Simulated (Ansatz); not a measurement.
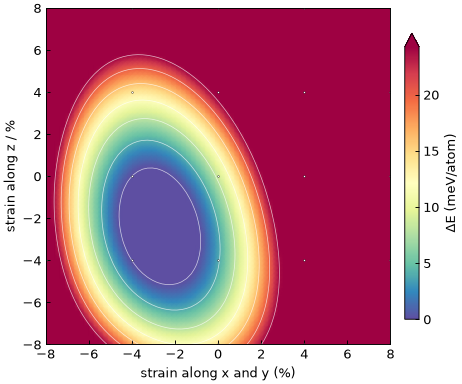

Sr (P6_3/mmc, No. 194; 2 atoms in the cell). The cell is strained homogeneously, by one strain along x and y and another along z, with fractional coordinates fixed (x along [1 0 0], z along [0 0 1] of the conventional cell). Coordinates scanned: (1) strain along x and y; (2) strain along z. Grid: 5 × 5 points. Points are written as (first, second). All energies are given in meV/atom relative to the lowest grid point. The reference cell is the one listed in the database, not relaxed at this level. Method: DFT PBEsol, scalar-relativistic, plane waves, PAW in Ansatz 0.2.0. Settings: cutoff 420 eV, k-mesh 12×12×8 in the order of the run's cell vectors, gaussian smearing 0.15 eV, no spin polarisation.

The picture shows a smooth colour map with a few white contour lines, dots at the grid points, one colour for all values above the top of the scale. Between grid points the surface is interpolated.

Estimate the clamped-ion elastic constants that this map fixes.

Answer. With the cell volume of 113.4 Å³, the curvatures of the interpolated surface at its minimum give C₁₁ + C₂₂ + 2C₁₂ ≈ 62 GPa, C₃₃ ≈ 27 GPa and C₁₃ + C₂₃ ≈ 8.8 GPa (clamped ions, Cartesian axes of the cell). A stretch of 1 % along z with free sides (kept equal in x and y) would change the in-plane lengths by about −0.14 %.
